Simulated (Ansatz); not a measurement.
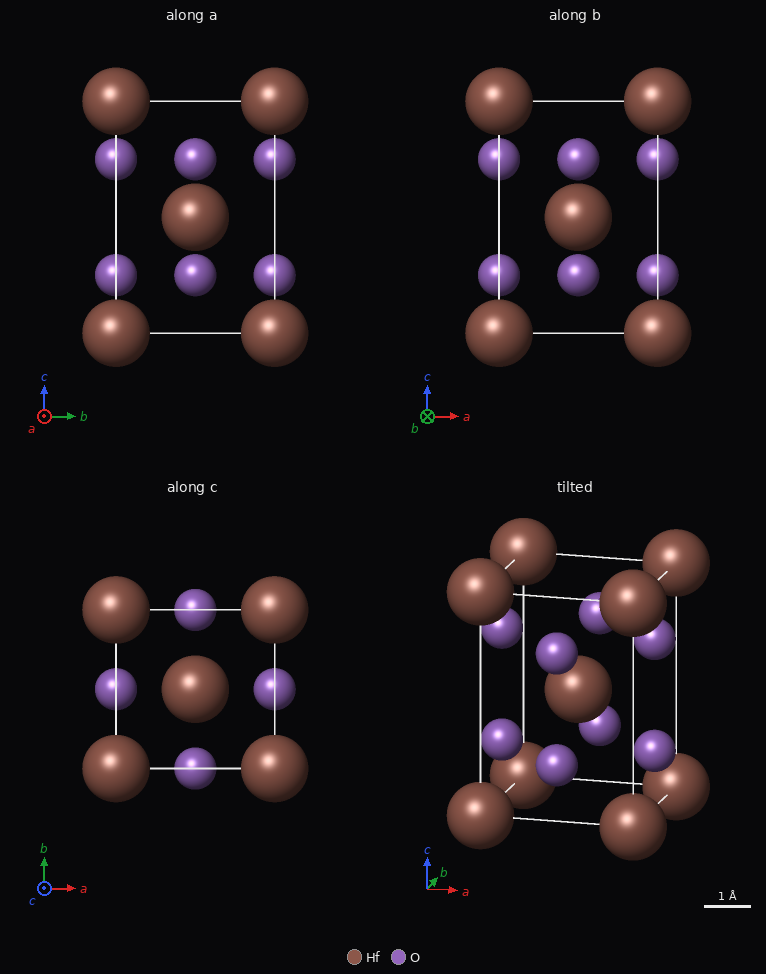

View along the a axis, along the b axis, along the c axis and slightly off an axis, drawn as a spheres-only model. Thin lines show the conventional unit cell, with boundary atoms drawn in all their periodic places.

Lattice parameters: a = 3.4920 Å, b = 3.4920 Å, c = 5.1051 Å, α = 90.000°, β = 90.000°, γ = 90.000°.

Q: From the views, write a CIF in P1 with every atom of the cell.

A:
```cif
data_structure
_symmetry_space_group_name_H-M 'P 1'
_symmetry_Int_Tables_number 1
_cell_length_a 3.4920
_cell_length_b 3.4920
_cell_length_c 5.1051
_cell_angle_alpha 90.000
_cell_angle_beta 90.000
_cell_angle_gamma 90.000
_cell_volume 62.25
loop_
_atom_site_label
_atom_site_type_symbol
_atom_site_fract_x
_atom_site_fract_y
_atom_site_fract_z
_atom_site_occupancy
Hf1 Hf 0.0000 0.0000 0.0000 1
O1 O 0.0000 0.5000 0.2500 1
O2 O 0.5000 0.0000 0.2500 1
Hf2 Hf 0.5000 0.5000 0.5000 1
O3 O 0.5000 0.0000 0.7500 1
O4 O 0.0000 0.5000 0.7500 1
```

Origin of the cell: a structure type filled with these elements by a generator (whether the compound takes this form wasn't checked). The cell was then strained or its atoms displaced on purpose. It was run through Ansatz as a DFT input.

At this level of theory the cell isn't at rest (compressed, at 11 GPa), so its distances can differ from those at equilibrium, the more so the softer the solid.
